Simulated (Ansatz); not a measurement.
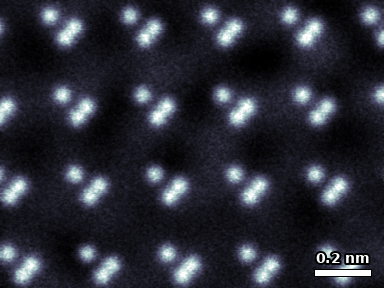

Z-contrast image of S (P3_121, No. 152) along [211]. The image is simulated as a sum over atoms of Z^1.8, blurred by a 0.50 Å probe (no channelling). The probe carries 25 % of its weight in a tail 2.5 times as wide. Shot noise, a slight drift and the speckle of an amorphous layer were added. Atomic positions: the end point of a relaxation with DFT PBEsol, scalar-relativistic, plane waves, PAW (Ansatz 0.2.0); the starting structure was generated, so it need not be a known form of this composition.

Question: Describe what the image shows.

Answer: The columns repeat on a centred rectangular net of 3.81 × 4.42 Å (plane group cm). All columns are alike (S). The shortest distance between visible columns is 0.54 Å in projection. Along the beam the structure repeats every 8.83 Å.
